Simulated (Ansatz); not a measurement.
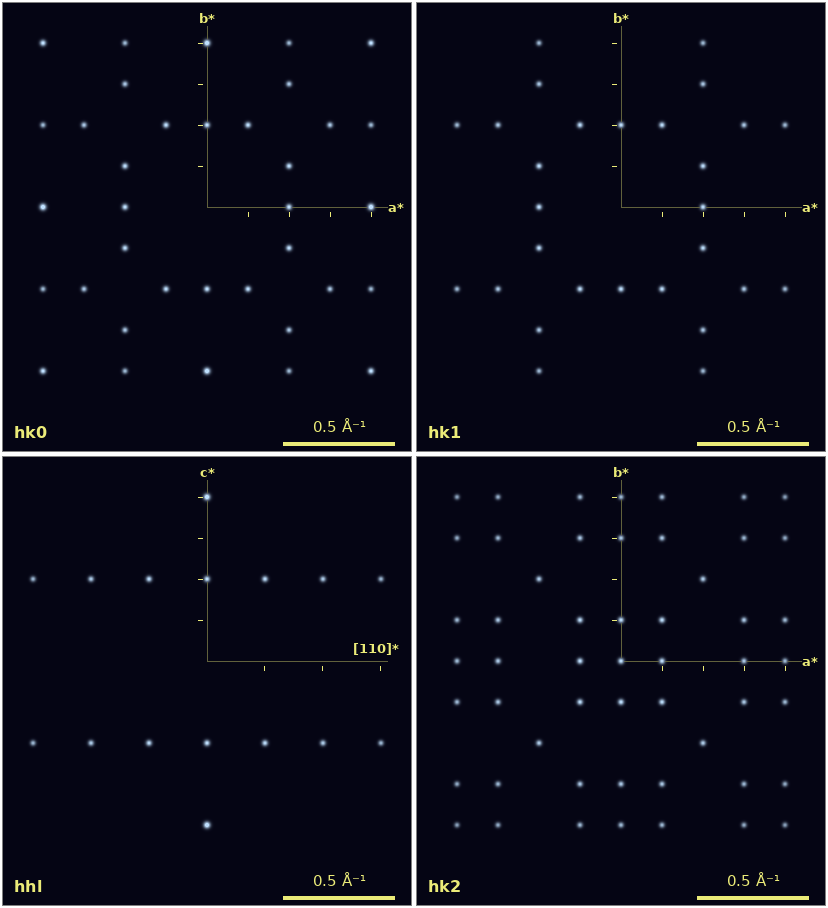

Simulated precession-type sections (X-rays; kinematic intensities, B = 0.5 Å²). The ticks mark integer indices of the conventional cell.

### What cell do the layers give?

a* = 0.186, b* = 0.186, c* = 0.186 Å⁻¹; the cell is cubic with a = 5.38 Å.

### List the systematic absences.

Reflections are present only under these conditions. hkl: no condition; hk0: no condition; hhl: l = 2n; h00: h = 2n. The lattice is primitive (P). Further gaps, such as 0 4 1, 4 0 1, 1 4 0, come from atoms on special positions, not from the group's general conditions. A few very weak reflections are below the display threshold.

### Which space groups fit?

The intensities have Laue symmetry m-3m (the hk0 layer shows 4mm, hk1 shows 4mm). With these conditions the candidates are P-43n (No. 218), Pm-3n (No. 223). Diffraction geometry alone does not choose among them; the structure has Pm-3n. The compound is Ge. Structure: the geometry relaxed with DFT, r2SCAN, plane waves (500 eV) with PAW, scalar-relativistic in Ansatz 0.2.0; the starting structure was generated, so it need not be a known form of this composition.
